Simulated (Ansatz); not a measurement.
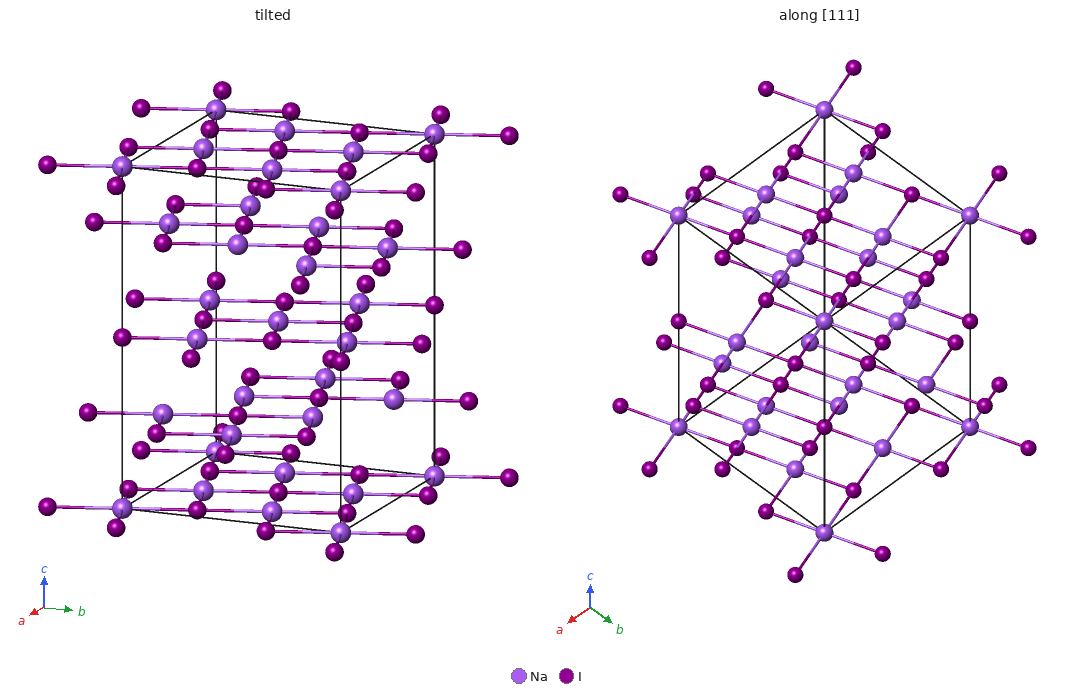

An orthographic ball-and-stick view of the structure, slightly off an axis and along [111]. The parallelepiped is the conventional unit cell. A few atoms beyond the faces are included. Cell: a = 9.783 Å, b = 9.783 Å, c = 14.575 Å, α = 90.00°, β = 90.00°, γ = 90.00°.

- It has the composition Na$_{10}$I$_{9}$.
- Space group I-4 (No. 82), lattice body-centred tetragonal.
- Cell content: 20 Na, 18 I, that is 2 formula units.
- Each I atom has four Na in a square planar arrangement at about 3.1 Å around it.
- Neighbours within bonding distance: Na 3 to 4 (mean 3.6).
- The bonds build Na5I4 and NaI layers parallel to (001).

The model was built from a structure listed in the Materials Project. Earlier steps of the study may have refined or changed the cell and positions. It was set up as input for a calculation with Ansatz.
